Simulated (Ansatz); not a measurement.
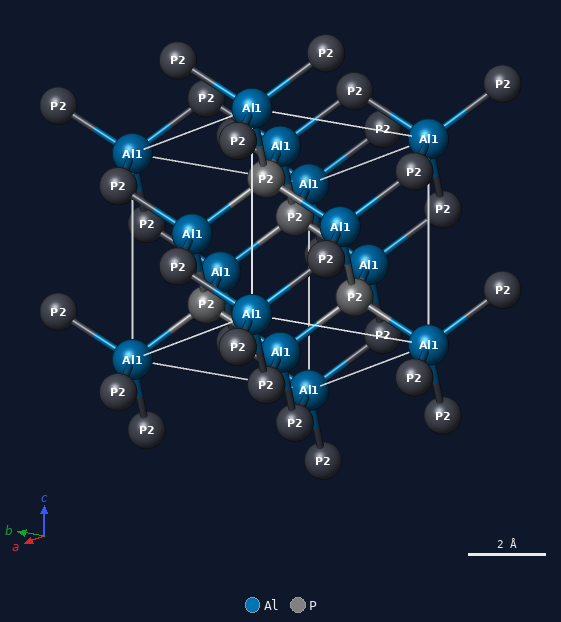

The structure (ball-and-stick view of the cell 4 times as large as that of the calculation, set on its symmetry axes, seen at an oblique angle; neighbours outside the cell are drawn fainter; atoms are numbered from 1 in the order of the input). Near neighbours in the crystal (not all of them lie inside the picture): Al has 4 P at 2.40 Å; P has 4 Al at 2.40 Å.

# What a change does: single-point calculation on AlP

System: AlP (F-43m, 2 atoms in the cell).
Method of the first run: DFT PBEsol, scalar-relativistic, plane waves, PAW, no spin polarisation (Ansatz 0.2.0).

The structure derives from a Materials Project entry. Text and figures count atoms from 1; the logs count them from 0 in places.

### Input file, the first run
```yaml
crystal:
  lattice:
    - [0.0, 2.7693782332, 2.7693782332]
    - [2.7693782332, 0.0, 2.7693782332]
    - [2.7693782332, 2.7693782332, 0.0]
  atoms:
    - { symbol: Al, position: [0.0, 0.0, 0.0] }
    - { symbol: P, position: [0.75, 0.75, 0.75] }
basis:
  ecutwfc: 420
kpoints:
  mp_grid: { grid: [8, 8, 8] }
  band_path: { path: [VBM, CBM], npoints: 2 }
hamiltonian:
  xc: pbesol
scf:
  occupations: { method: gaussian, width: 0.02 }
output:
  forces: true
  stress: true
  eigenvalues: true
checkpoint:
  read: start.run
  write: ck
  compress: false
  write_wavefunctions: false
  write_every: 100000
```

Command:
```bash
ansatz run input.yaml --threads 1 --pin off --max-ram 2560MiB --backend cpu --events-out ev --progress --plain --runs-dir out
```

Hardware: 1 thread of Intel Xeon (Granite Rapids), 32 GiB of memory available, shared host.

### Output, shortened to warnings, some set-up lines, iterations and results (the first run)
```
Basis set: ecut = 420 eV, 869 PW (Γ), exchange–correlation on 54×54×54 points (8 copies of the dense FFT grid, shifted against one another)
Symmetry: 24 space group operations
k-points: 29 of 512 (time reversal used)
Initial density: read from a saved state, or passed on in memory by an earlier SCF of this step, an earlier step, the calling program or the single point that the run made first
[...]
SCF iter   1: F=—  HF=-1265.719511 eV  |F-HF|=—  |Δ(HF+E_count)|=         —  Δρ=2.54e-7  dr2=1.49e-11  ethr=1.33e-7  ⟨swp⟩=3.2  Hψ=3019  notcnv=0
SCF iter   2: F=-1265.719511 eV  HF=-1265.719511 eV  |F-HF|=1.82e-12  |Δ(HF+E_count)|=   5.88e-9  Δρ=1.59e-7  dr2=6.89e-12  ethr=1.00e-12  ⟨swp⟩=6.5  Hψ=1267  notcnv=0
SCF 1 converged in 2 iterations: F = -1265.719511 eV  dr2 = 6.89e-12
NSCF: frozen V_eff on 16 k-points
NSCF: frozen V_eff on 16 k-points
NSCF: frozen V_eff on 16 k-points
NSCF: frozen V_eff on 8 k-points
NSCF: frozen V_eff on 6 k-points
NSCF: frozen V_eff on 11 k-points
NSCF: frozen V_eff on 9 k-points
NSCF: frozen V_eff on 5 k-points
NSCF: frozen V_eff on 9 k-points
NSCF: frozen V_eff on 4 k-points
NSCF: frozen V_eff on 6 k-points
NSCF: frozen V_eff on 4 k-points
NSCF: frozen V_eff on 6 k-points
NSCF: frozen V_eff on 4 k-points
NSCF: frozen V_eff on 6 k-points
NSCF: frozen V_eff on 4 k-points
NSCF: frozen V_eff on 2 k-points
NSCF: frozen V_eff on 4 k-points
NSCF: frozen V_eff on 2 k-points
NSCF: frozen V_eff on 3 k-points
SCF converged after 2 iterations
Free energy (F): -1265.719511 eV
Harris-Foulkes:  -1265.719511 eV  (|F-HF|=1.82e-12)
Internal energy: -1265.719511 eV  (E = F + TS)
E sigma→0 (E₀):  -1265.719511 eV
Fermi energy:    5.347569 eV
--- Per-component energies (eV) ---
  E_band       = 1.800758
  E_kinetic    = 92.327374
  E_local      = -85.204863  (includes V_loc(G=0)·N_el)
  E_nonlocal   = 44.519564
  E_hartree    = 25.378408
  E_xc         = -99.965684
  E_vxc        = -89.283968  (∫ρ·V_xc dr)
  E_paw        = -1008.931354  (= ΣΔE_a)
  E_vpaw       = -11.314165  (= ΣTr[D̂ρ^β])
  E_aug_tail   = 0.000000  (compensation charges beyond the density's cutoff)
  E_ewald      = -233.908192
  E_core_change = 0.065235  (= ΣΔE_core)
  E_smearing   = -0.000000  (= −TS)
  E_closure    = -0.000000  (closes the sum)
  Σ components = -1265.719511   (vs F -1265.719511, Δ=0.00e0)
--- Forces (eV/Å), atoms counted from 1 ---
  atom   1  Al    -0.00000000     0.00000000     0.00000000
  atom   2  P      0.00000000    -0.00000000    -0.00000000
  max |Σ_I F_I| component: 1.85e-17 eV/Å
--- Stress (GPa, compression-positive) ---
       -2.993793      -0.000000      -0.000000
        0.000000      -2.993793       0.000000
        0.000000       0.000000      -2.993793
  P = ⅓ Tr σ = -2.9938 GPa (-29.938 kbar)
```

For the second run the input was changed thus:
```diff
-    - [0.0, 2.7693782332, 2.7693782332]
-    - [2.7693782332, 0.0, 2.7693782332]
-    - [2.7693782332, 2.7693782332, 0.0]
+    - [0.0, 2.7355642192, 2.7355642192]
+    - [2.7355642192, 0.0, 2.7355642192]
+    - [2.7355642192, 2.7355642192, 0.0]
```

What does this change do to the results?

With the same functional and potentials, the second run lies 7.5 meV per atom lower. The gap on the mesh goes from 1.52 to 1.45 eV. The pressure goes from −2.99 to −0.03 GPa. The volume per atom goes from 21.24 to 20.47 Å³. The cell is scaled evenly with the atoms at fixed fractional positions, so −ΔP/Δ ln V estimates the bulk modulus midway between the two volumes: about 80 GPa. The plane waves at Γ go from 869 to 821.

### Output, shortened to warnings, some set-up lines, iterations and results (the second run)
```
Basis set: ecut = 420 eV, 821 PW (Γ), exchange–correlation on 54×54×54 points (8 copies of the dense FFT grid, shifted against one another)
Symmetry: 24 space group operations
k-points: 29 of 512 (time reversal used)
Initial density: read from a saved state, or passed on in memory by an earlier SCF of this step, an earlier step, the calling program or the single point that the run made first
[...]
SCF iter   1: F=—  HF=-1265.734474 eV  |F-HF|=—  |Δ(HF+E_count)|=         —  Δρ=3.04e-7  dr2=1.79e-11  ethr=1.24e-7  ⟨swp⟩=3.2  Hψ=3009  notcnv=0
SCF iter   2: F=-1265.734474 eV  HF=-1265.734474 eV  |F-HF|=3.41e-12  |Δ(HF+E_count)|=   7.74e-9  Δρ=1.66e-7  dr2=9.18e-12  ethr=1.00e-12  ⟨swp⟩=6.4  Hψ=1243  notcnv=0
SCF 1 converged in 2 iterations: F = -1265.734474 eV  dr2 = 9.18e-12
NSCF: frozen V_eff on 16 k-points
NSCF: frozen V_eff on 16 k-points
NSCF: frozen V_eff on 16 k-points
NSCF: frozen V_eff on 5 k-points
NSCF: frozen V_eff on 5 k-points
NSCF: frozen V_eff on 11 k-points
NSCF: frozen V_eff on 9 k-points
NSCF: frozen V_eff on 5 k-points
NSCF: frozen V_eff on 11 k-points
NSCF: frozen V_eff on 4 k-points
NSCF: frozen V_eff on 6 k-points
NSCF: frozen V_eff on 4 k-points
NSCF: frozen V_eff on 6 k-points
NSCF: frozen V_eff on 4 k-points
NSCF: frozen V_eff on 6 k-points
NSCF: frozen V_eff on 4 k-points
NSCF: frozen V_eff on 4 k-points
NSCF: frozen V_eff on 2 k-points
NSCF: frozen V_eff on 3 k-points
SCF converged after 2 iterations
Free energy (F): -1265.734474 eV
Harris-Foulkes:  -1265.734474 eV  (|F-HF|=3.41e-12)
Internal energy: -1265.734474 eV  (E = F + TS)
E sigma→0 (E₀):  -1265.734474 eV
Fermi energy:    5.660048 eV
--- Per-component energies (eV) ---
  E_band       = 3.884806
  E_kinetic    = 93.488377
  E_local      = -82.508292  (includes V_loc(G=0)·N_el)
  E_nonlocal   = 44.854168
  E_hartree    = 24.701898
  E_xc         = -100.470977
  E_vxc        = -89.924687  (∫ρ·V_xc dr)
  E_paw        = -1009.065379  (= ΣΔE_a)
  E_vpaw       = -11.428551  (= ΣTr[D̂ρ^β])
  E_aug_tail   = 0.000001  (compensation charges beyond the density's cutoff)
  E_ewald      = -236.799505
  E_core_change = 0.065235  (= ΣΔE_core)
  E_smearing   = -0.000000  (= −TS)
  E_closure    = -0.000000  (closes the sum)
  Σ components = -1265.734474   (vs F -1265.734474, Δ=0.00e0)
--- Forces (eV/Å), atoms counted from 1 ---
  atom   1  Al    -0.00000000     0.00000000    -0.00000000
  atom   2  P      0.00000000    -0.00000000     0.00000000
  max |Σ_I F_I| component: 7.40e-17 eV/Å
--- Stress (GPa, compression-positive) ---
       -0.029192      -0.000000       0.000000
       -0.000000      -0.029192       0.000000
       -0.000000       0.000000      -0.029192
  P = ⅓ Tr σ = -0.0292 GPa (-0.292 kbar)
```

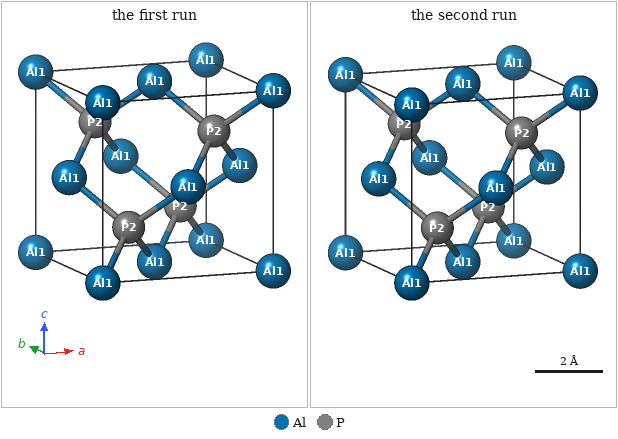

The two input geometries at one scale (ball-and-stick view of the cell 4 times as large as that of the calculation, set on its symmetry axes, seen slightly off an axis). The atoms keep their places relative to the cell (all moves are under 0.005 Å). The drawn cell changes as follows: a = b = c 5.539 → 5.471 Å (−1.2 %); the volume changes by −3.6 %. Among the contacts that change: Al1–P2 2.398 → 2.369 Å.

### The two runs side by side

| quantity | the first run | the second run |
| --- | --- | --- |
| outcome | converged | converged |
| free energy per atom (eV) | −632.8598 | −632.8672 |
| gap on the mesh (eV) | 1.52 | 1.45 |
| pressure (GPa) | −2.99 | −0.03 |
| volume per atom (Å³) | 21.24 | 20.47 |
| largest force (eV/Å) | 0.000 | 0.000 |
| irreducible k-points | 29 | 29 |
| plane waves at Γ | 869 | 821 |
| wall time (shared host) | 1.8 s | 1.7 s |
